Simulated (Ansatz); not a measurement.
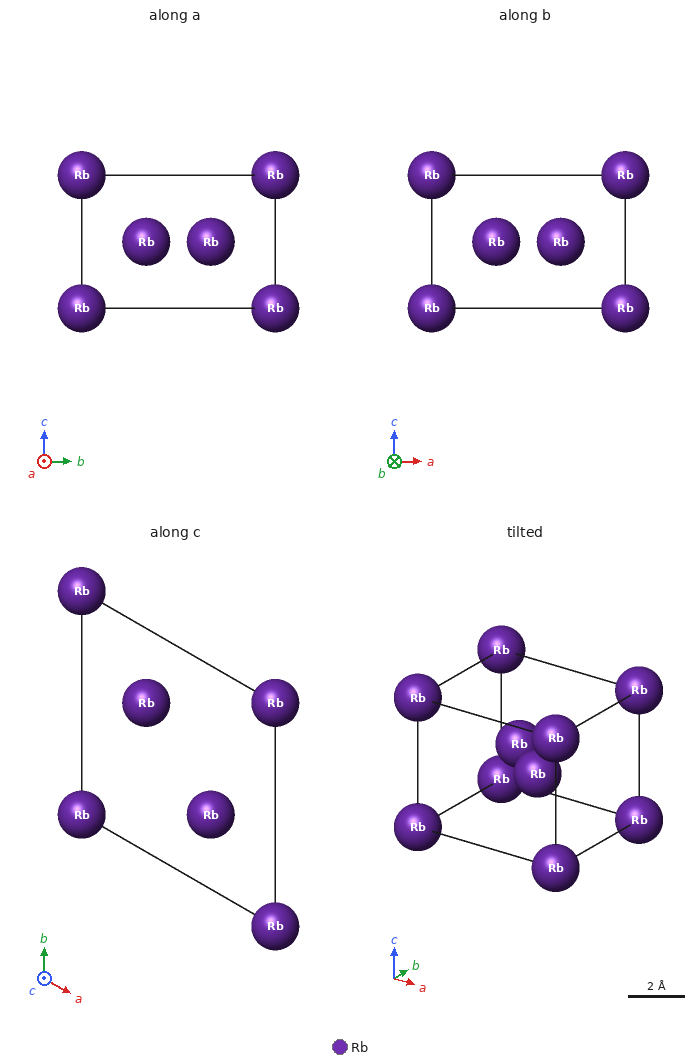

Spheres-only representation of a periodic structure, projected along the a axis, along the b axis, along the c axis and slightly off an axis. Thin lines show the conventional unit cell, with boundary atoms drawn in all their periodic places.

Lattice parameters: a = 7.9862 Å, b = 7.9862 Å, c = 4.7592 Å, α = 90.000°, β = 90.000°, γ = 120.000°.

Write down what is shown as a CIF with its space group and independent sites.

```cif
data_structure
_symmetry_space_group_name_H-M 'P 6/m m m'
_symmetry_Int_Tables_number 191
_cell_length_a 7.9862
_cell_length_b 7.9862
_cell_length_c 4.7592
_cell_angle_alpha 90.000
_cell_angle_beta 90.000
_cell_angle_gamma 120.000
_cell_volume 262.87
loop_
_atom_site_label
_atom_site_type_symbol
_atom_site_symmetry_multiplicity
_atom_site_Wyckoff_symbol
_atom_site_fract_x
_atom_site_fract_y
_atom_site_fract_z
_atom_site_occupancy
Rb1 Rb 1 a 0.0000 0.0000 0.0000 1
Rb2 Rb 2 d 0.3333 0.6667 0.5000 1
```

Its origin is a structure type filled with this element by a generator (whether the element takes this form wasn't checked). Earlier steps of the study may have refined or changed the cell and positions. An electronic-structure calculation with Ansatz was run on it.
